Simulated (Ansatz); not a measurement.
# What a change does: single-point calculation on AlN

System: AlN (P2₁, 8 atoms in the cell).
Method of run 1: DFT PBEsol, scalar-relativistic, plane waves, PAW, PAW set soft_1, no spin polarisation (Ansatz 0.2.0).

The structure derives from an entry of the Crystallography Open Database. Text and figures count atoms from 1; the logs count them from 0 in places.

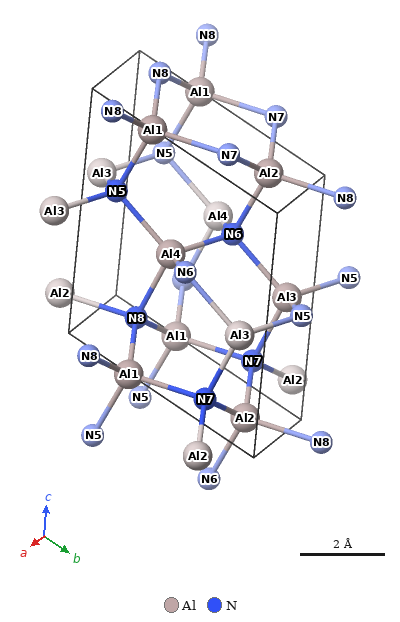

Fig. 1: The input geometry (ball-and-stick view of the cell of the calculation, seen slightly off an axis; neighbours outside the cell are drawn fainter; atoms are numbered from 1 in the order of the input). An atom can appear more than once, as a periodic image.

Input file, run 1:
```yaml
crystal:
  lattice:
    - [-3.1135599857, 0.0, 0.0]
    - [0.0, 5.3928440876, 0.0]
    - [1.5567799928, -2.6964220438, -4.9833504711]
  atoms:
    - { symbol: Al, position: [1.004900638, 0.3265624247, 0.9984958893] }
    - { symbol: Al, position: [0.504900638, 0.8265624247, 0.9984958893] }
    - { symbol: Al, position: [0.2435952512, 0.9219334646, 0.4984958893] }
    - { symbol: Al, position: [0.7435952512, 0.4219334646, 0.4984958893] }
    - { symbol: "N", position: [0.8031992654, 0.1286024475, 0.6164985473] }
    - { symbol: "N", position: [0.3031992654, 0.6286024475, 0.6164985473] }
    - { symbol: "N", position: [0.0632992819, 0.7378960998, 0.1164985473] }
    - { symbol: "N", position: [0.5632992819, 0.2378960998, 0.1164985473] }
basis:
  ecutwfc: 520.0
kpoints:
  mp_grid: { grid: [8, 8, 8] }
hamiltonian:
  xc: pbesol
  pseudopotentials: { kind: paw, azcp: { folder: soft_1 } }
scf:
  occupations: { method: gaussian, width: 0.05 }
output:
  forces: true
  stress: true
  eigenvalues: true
```

Launched with:
```bash
ansatz run input.yaml --threads 2 --pin off --max-ram 4096MiB --backend cpu --events-out ev --progress --plain --runs-dir out
```

Hardware: 2 threads of Arm Neoverse V1, 24 GiB of memory available, shared host.

Output, shortened to warnings, some set-up lines, iterations and results (run 1):
```
Warning: [file] the record states the generating functional pbe (its physics header spells it `PBE`), which answers neither for hamiltonian.xc's functional nor for the pbesol family's — results may be inconsistent (PPs are generated against a specific XC)
Warning: [file] the record states the generating functional pbe (its physics header spells it `PBE`), which answers neither for hamiltonian.xc's functional nor for the pbesol family's — results may be inconsistent (PPs are generated against a specific XC)
Basis set: ecut = 520 eV, 2245 PW (Γ), exchange–correlation on 48×90×90 points (8 copies of the dense FFT grid, shifted against one another)
Symmetry: 4 space group operations
k-points: 150 of 512 (time reversal used)
Initial density: superposition of atomic densities (chi_scale 0.1, normalization cell, long waves kept (reshape's long-wave potential 0.00 eV rms))
[...]
SCF iter   1: F=—  HF=-3629.123990 eV  |F-HF|=—  |Δ(HF+E_count)|=         —  Δρ=1.32e-1  dr2=1.78e1  ethr=3.10e-3  ⟨swp⟩=6.7  Hψ=19373  notcnv=0  defer=6
SCF iter   2: F=—  HF=-3623.827470 eV  |F-HF|=—  |Δ(HF+E_count)|=    5.30e0  Δρ=3.51e-2  dr2=7.43e-1  ethr=3.10e-3  ⟨swp⟩=3.0  Hψ=8523  notcnv=0  defer=530
SCF iter   3: F=—  HF=-3623.607891 eV  |F-HF|=—  |Δ(HF+E_count)|=   2.20e-1  Δρ=1.30e-2  dr2=8.07e-2  ethr=2.32e-3  ⟨swp⟩=1.3  Hψ=3997  notcnv=0  defer=530
SCF iter   4: F=—  HF=-3623.587163 eV  |F-HF|=—  |Δ(HF+E_count)|=   2.07e-2  Δρ=4.59e-4  dr2=9.35e-5  ethr=2.52e-4  ⟨swp⟩=2.0  Hψ=3740  notcnv=0  defer=530
SCF iter   5: F=—  HF=-3623.587229 eV  |F-HF|=—  |Δ(HF+E_count)|=   6.53e-5  Δρ=8.39e-5  dr2=3.26e-6  ethr=2.92e-7  ⟨swp⟩=2.0  Hψ=5718  notcnv=0  defer=380
SCF iter   6: F=-3623.587228 eV  HF=-3623.587228 eV  |F-HF|=3.57e-8  |Δ(HF+E_count)|=   4.97e-7  Δρ=1.26e-5  dr2=8.59e-8  ethr=3.13e-10  ⟨swp⟩=9.1  Hψ=18077  notcnv=0
SCF 1 converged in 6 iterations: F = -3623.587228 eV  dr2 = 8.59e-8
SCF converged after 6 iterations
Free energy (F): -3623.587228 eV
Harris-Foulkes:  -3623.587228 eV  (|F-HF|=3.57e-8)
Internal energy: -3623.587228 eV  (E = F + TS)
E sigma→0 (E₀):  -3623.587228 eV
Fermi energy:    9.075411 eV
--- Per-component energies (eV) ---
  E_band       = 56.770476
  E_kinetic    = 624.304717
  E_local      = -840.207164  (includes V_loc(G=0)·N_el)
  E_nonlocal   = 179.901348
  E_hartree    = 307.774635
  E_xc         = -392.023333
  E_vxc        = -426.060505  (∫ρ·V_xc dr)
  E_paw        = -2321.691975  (= ΣΔE_a)
  E_vpaw       = -96.710562  (= ΣTr[D̂ρ^β])
  E_aug_tail   = -0.000137  (compensation charges beyond the density's cutoff)
  E_ewald      = -1181.834271
  E_core_change = 0.188951  (= ΣΔE_core)
  E_smearing   = -0.000000  (= −TS)
  E_closure    = 0.000000  (closes the sum)
  Σ components = -3623.587228   (vs F -3623.587228, Δ=0.00e0)
--- Forces (eV/Å), atoms counted from 1 ---
  atom   1  Al     0.10861346     1.12810841     0.14560285
  atom   2  Al     0.10861346     1.12810841     0.14560285
  atom   3  Al    -0.10861346    -1.12810841     0.14560285
  atom   4  Al    -0.10861346    -1.12810841     0.14560285
  atom   5  N     -0.04277889     1.27584769    -0.14558198
  atom   6  N     -0.04277889     1.27584769    -0.14558198
  atom   7  N      0.04277889    -1.27584769    -0.14558198
  atom   8  N      0.04277889    -1.27584769    -0.14558198
  max |Σ_I F_I| component: 8.35e-5 eV/Å
--- Stress (GPa, compression-positive) ---
        9.004120       0.020307      -0.000000
        0.020300      -5.507979      -0.000000
       -0.000000      -0.000000       0.532047
  P = ⅓ Tr σ = 1.3427 GPa (13.427 kbar)
```

The input of run 2 differs as follows (lines with − go, lines with + come):
```diff
-    - { symbol: Al, position: [1.004900638, 0.3265624247, 0.9984958893] }
-    - { symbol: Al, position: [0.504900638, 0.8265624247, 0.9984958893] }
-    - { symbol: Al, position: [0.2435952512, 0.9219334646, 0.4984958893] }
-    - { symbol: Al, position: [0.7435952512, 0.4219334646, 0.4984958893] }
-    - { symbol: "N", position: [0.8031992654, 0.1286024475, 0.6164985473] }
-    - { symbol: "N", position: [0.3031992654, 0.6286024475, 0.6164985473] }
-    - { symbol: "N", position: [0.0632992819, 0.7378960998, 0.1164985473] }
-    - { symbol: "N", position: [0.5632992819, 0.2378960998, 0.1164985473] }
-basis:
-  ecutwfc: 520.0
+    - { symbol: Al, position: [0.999247344, 0.3277655947, 0.998494688] }
+    - { symbol: Al, position: [0.499247344, 0.8277655947, 0.998494688] }
+    - { symbol: Al, position: [0.249247344, 0.9207290933, 0.498494688] }
+    - { symbol: Al, position: [0.749247344, 0.4207290933, 0.498494688] }
+    - { symbol: "N", position: [0.8082504306, 0.1311996364, 0.6165008612] }
+    - { symbol: "N", position: [0.3082504306, 0.6311996364, 0.6165008612] }
+    - { symbol: "N", position: [0.0582504306, 0.7353012248, 0.1165008612] }
+    - { symbol: "N", position: [0.5582504306, 0.2353012248, 0.1165008612] }
+  algorithm: direct_min
```

How does run 2 compare with run 1?

With the same functional and potentials, run 2 lies 11.0 meV per atom lower (other lines of the input change too). The pressure goes from 1.34 to 0.88 GPa. The largest force goes from 1.285 to 1.062 eV/Å. The irreducible k-points go from 150 to 95. The plane waves at Γ go from 2245 to 1629. On the same kind of shared host run 2 took about 1.5 times as long.

Output, shortened to warnings, some set-up lines, iterations and results (run 2):
```
Warning: [file] the record states the generating functional pbe (its physics header spells it `PBE`), which answers neither for hamiltonian.xc's functional nor for the pbesol family's — results may be inconsistent (PPs are generated against a specific XC)
Warning: [file] the record states the generating functional pbe (its physics header spells it `PBE`), which answers neither for hamiltonian.xc's functional nor for the pbesol family's — results may be inconsistent (PPs are generated against a specific XC)
Basis set: ecut = 420 eV, 1629 PW (Γ), exchange–correlation on 48×80×80 points (8 copies of the dense FFT grid, shifted against one another)
Symmetry: 8 space group operations
k-points: 95 of 512 (time reversal used)
Initial density: superposition of atomic densities (chi_scale 0.1, normalization cell, long waves kept (reshape's long-wave potential 0.00 eV rms))
[...]
SCF iter   1: F=—  HF=-3629.170564 eV  |F-HF|=—  |Δ(HF+E_count)|=         —  Δρ=1.31e-1  dr2=1.77e1  ethr=5.54e-2  ⟨swp⟩=2.0  Hψ=12982  notcnv=0
SCF iter   2: F=—  HF=-3624.431893 eV  |F-HF|=—  |Δ(HF+E_count)|=    4.74e0  Δρ=6.43e-2  dr2=2.49e0  ethr=5.53e-2  ⟨swp⟩=3.9  Hψ=6687  notcnv=0  defer=3
SCF iter   3: F=—  HF=-3623.686983 eV  |F-HF|=—  |Δ(HF+E_count)|=   7.45e-1  Δρ=7.06e-3  dr2=3.53e-2  ethr=9.42e-5  ⟨swp⟩=4.8  Hψ=11228  notcnv=0  defer=244
SCF iter   4: F=—  HF=-3623.675035 eV  |F-HF|=—  |Δ(HF+E_count)|=   1.19e-2  Δρ=1.15e-4  dr2=1.08e-5  ethr=9.42e-5  ⟨swp⟩=3.4  Hψ=4986  notcnv=0  defer=16
SCF iter   5: F=—  HF=-3623.675035 eV  |F-HF|=—  |Δ(HF+E_count)|=   8.65e-7  Δρ=4.14e-5  dr2=1.15e-6  ethr=3.39e-8  ⟨swp⟩=4.1  Hψ=5787  notcnv=0  defer=3
SCF iter   6: F=—  HF=-3623.675035 eV  |F-HF|=—  |Δ(HF+E_count)|=   2.98e-7  Δρ=1.54e-5  dr2=1.56e-7  ethr=3.60e-9  ⟨swp⟩=3.2  Hψ=4953  notcnv=0  defer=1
SCF iter   7: F=-3623.675035 eV  HF=-3623.675035 eV  |F-HF|=6.09e-11  |Δ(HF+E_count)|=   5.21e-8  Δρ=3.53e-7  dr2=7.41e-11  ethr=4.87e-10  ⟨swp⟩=2.0  Hψ=3807  notcnv=0  …
SCF 1 converged in 7 iterations: F = -3623.675035 eV  dr2 = 7.41e-11
  Residual-converged pass: ⟨swp⟩=3.0  Hψ=4568  notcnv=0  max |occ|·‖R‖ = 6.6e-6 eV (tolerance 6.7e-6 eV)  dr2=9.52e-11  dr2_onsite=1.16e-11  max |Δocc| = 0.0e0
SCF converged after 7 iterations
Stability not checked: this state was not tested for a lower state beside it, because a direct minimisation reached the state, and no test of it is asked (direct_minimisation; see scf.lower_state_search)
Free energy (F): -3623.675035 eV
Harris-Foulkes:  -3623.675035 eV  (|F-HF|=6.09e-11)
Internal energy: -3623.675035 eV  (E = F + TS)
E sigma→0 (E₀):  -3623.675035 eV
Fermi energy:    9.078005 eV
--- Per-component energies (eV) ---
  E_band       = 56.816319
  E_kinetic    = 624.321208
  E_local      = -839.454573  (includes V_loc(G=0)·N_el)
  E_nonlocal   = 179.593775
  E_hartree    = 307.519846
  E_xc         = -392.041834
  E_vxc        = -426.093336  (∫ρ·V_xc dr)
  E_paw        = -2321.578493  (= ΣΔE_a)
  E_vpaw       = -96.593982  (= ΣTr[D̂ρ^β])
  E_aug_tail   = 0.003377  (compensation charges beyond the density's cutoff)
  E_ewald      = -1182.227292
  E_core_change = 0.188951  (= ΣΔE_core)
  E_smearing   = -0.000000  (= −TS)
  E_closure    = 0.000000  (closes the sum)
  Σ components = -3623.675035   (vs F -3623.675035, Δ=0.00e0)
--- Forces (eV/Å), atoms counted from 1 ---
  atom   1  Al     0.00000000     0.93712834     0.09420976
  atom   2  Al     0.00000000     0.93712834     0.09420976
  atom   3  Al     0.00000000    -0.93712834     0.09420976
  atom   4  Al     0.00000000    -0.93712834     0.09420976
  atom   5  N     -0.00000000     1.05811213    -0.09420571
  atom   6  N     -0.00000000     1.05811213    -0.09420571
  atom   7  N     -0.00000000    -1.05811213    -0.09420571
  atom   8  N     -0.00000000    -1.05811213    -0.09420571
  max |Σ_I F_I| component: 1.62e-5 eV/Å
--- Stress (GPa, compression-positive) ---
        7.039938       0.000000      -0.000000
        0.000000      -4.736741      -0.000000
       -0.000000       0.000000       0.339770
  P = ⅓ Tr σ = 0.8810 GPa (8.810 kbar)
```

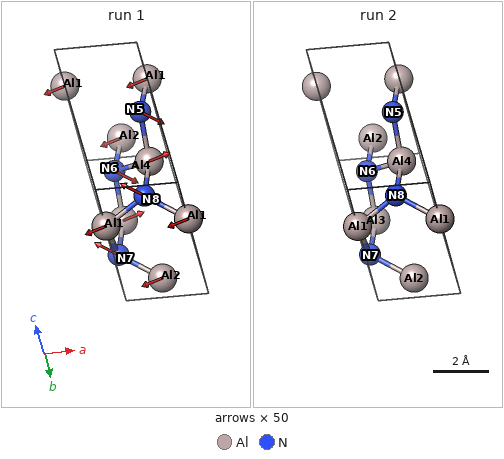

Fig. 2: The two input geometries at one scale (ball-and-stick view of the cell of the calculation, seen at an oblique angle). The red arrows on the first give the shifts of the atoms relative to the cell, with their mean removed, magnified 50 times. The largest moves, 0.021 Å, are those of N5, N6, N7 and N8. By element the largest moves are N 0.021 Å, Al 0.019 Å. (The mean shift of all atoms is removed.) The cell stays as it was. Among the contacts that change: Al1–N7 1.989 → 1.969 Å, Al1–N8 1.843 → 1.854 Å.

The two runs side by side:

```csv
quantity,run 1,run 2
outcome,converged,converged
free energy per atom (eV),−452.9484,−452.9594
gap on the mesh (eV),4.05,4.07
pressure (GPa),1.34,0.88
largest force (eV/Å),1.285,1.062
SCF iterations,6,–
irreducible k-points,150,95
plane waves at Γ,2245,1629
wall time (shared host),16 s,23 s
```

For both runs: Warnings: the PAW datasets were made with another functional.
